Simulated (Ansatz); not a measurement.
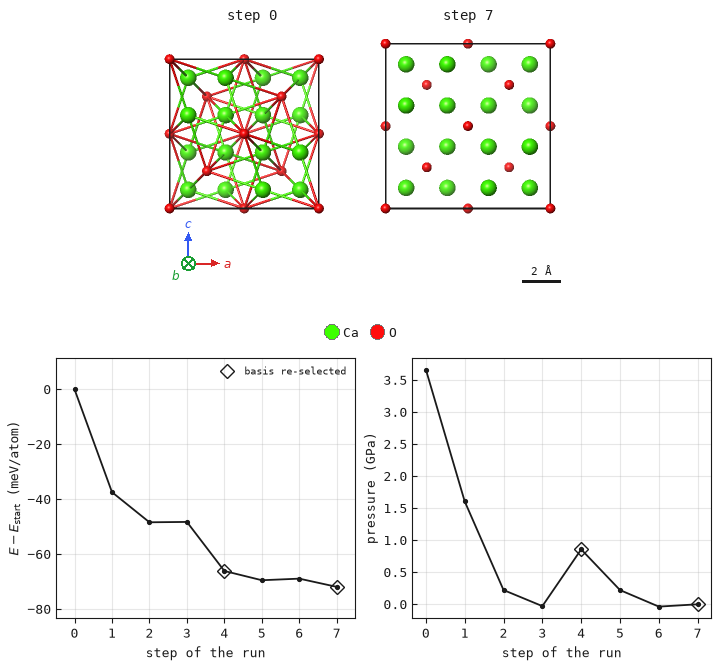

First and last geometry of a relaxation of crystalline Ca₂O (built on the cubic Laves (C15)_227 type), with the history of the run. Style: ball-and-stick. Shown: the conventional cell (4 times the calculation's cell), along the b axis. Lengths and directions refer to the drawn axes.

Case: cubic Laves (C15) type (Fd-3m, No. 227).

All numbers below come from DFT PBE, scalar-relativistic, plane waves, PAW (Ansatz). Set-up: plane-wave cutoff 420 eV; k-point mesh 8 × 8 × 8; occupations gaussian; smearing width 0.1 eV; no spin polarisation; cell and atoms relaxed; force threshold 0.01 eV/Å; at most 80 steps.

**Did the run converge, and what did it change?**

It converged. After 5 accepted moves (7 points after the start) the energy has fallen by 71.9 meV per atom. All forces vanish by symmetry, so only the cell relaxes. Pressure: 3.66 GPa at the start and 0.00 GPa at the end. At 2 points the geometry stayed and the basis and grid were re-selected for the new cell (energy shift of 17.9 meV per atom at most each time). No atom moves by more than 0.005 Å relative to the cell. The drawn cell changes as follows: a = b = c 8.022 → 8.852 Å (+10.4 %); the volume changes by +34.4 %. Some distances before and after: Ca–O 3.326 → 3.670 Å, Ca–Ca 2.836 → 3.130 Å. The space group stays Fd-3m (No. 227). The run took 53 s on 1 thread of Intel(R) Xeon(R) Platinum 8488C (Sapphire Rapids), with other jobs on the host, peak memory 0.5 GiB.

| step | E − E(0), meV/atom | pressure, GPa | volume, Å³/atom | note |
| --- | --- | --- | --- | --- |
| 0 | 0.00 | 3.66 | 21.511 |  |
| 1 | -37.43 | 1.61 | 24.003 |  |
| 2 | -48.40 | 0.22 | 26.385 |  |
| 3 | -48.27 | -0.03 | 26.814 |  |
| 4 | -66.12 | 0.86 | 26.814 | same geometry, new basis |
| 5 | -69.49 | 0.22 | 28.332 |  |
| 6 | -68.91 | -0.04 | 28.906 |  |
| 7 | -71.91 | 0.00 | 28.906 | same geometry, new basis |
